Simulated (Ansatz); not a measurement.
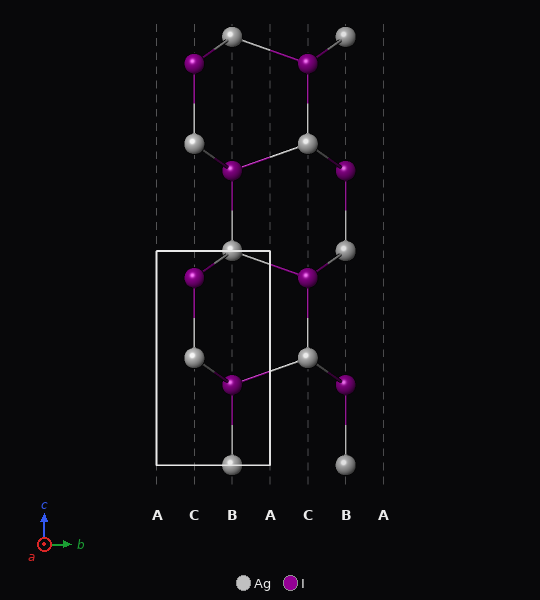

The picture looks along a close-packed row of the hexagonal mesh; c points upwards. The dashed lines mark the three columns A (0, 0), B (1/3, 2/3) and C (2/3, 1/3). The sequence starts with the first layer at or above the cell's origin.

AgI: the input geometry of an electronic-structure calculation (not necessarily at equilibrium); the starting structure was generated, so it need not be a known form of this composition.

Question: Give the sequence of layers in one repeat, with element and column.

Answer: Ag(B) – I(B) – Ag(C) – I(C) (four layers in 7.60 Å).

Question: How are the I layers alone stacked?

Answer: I layers alone: BC, the hexagonal close-packed type.

Question: Which positions between or in the I layers do the other atoms fill?

Answer: Ag: two tetrahedral sites, counted in one hexagonal cell.

Question: What short polytype symbol fits?

Answer: Polytype symbol 2H, the symbol of a tetrahedral polytype (number of double layers in the repeat and lattice).
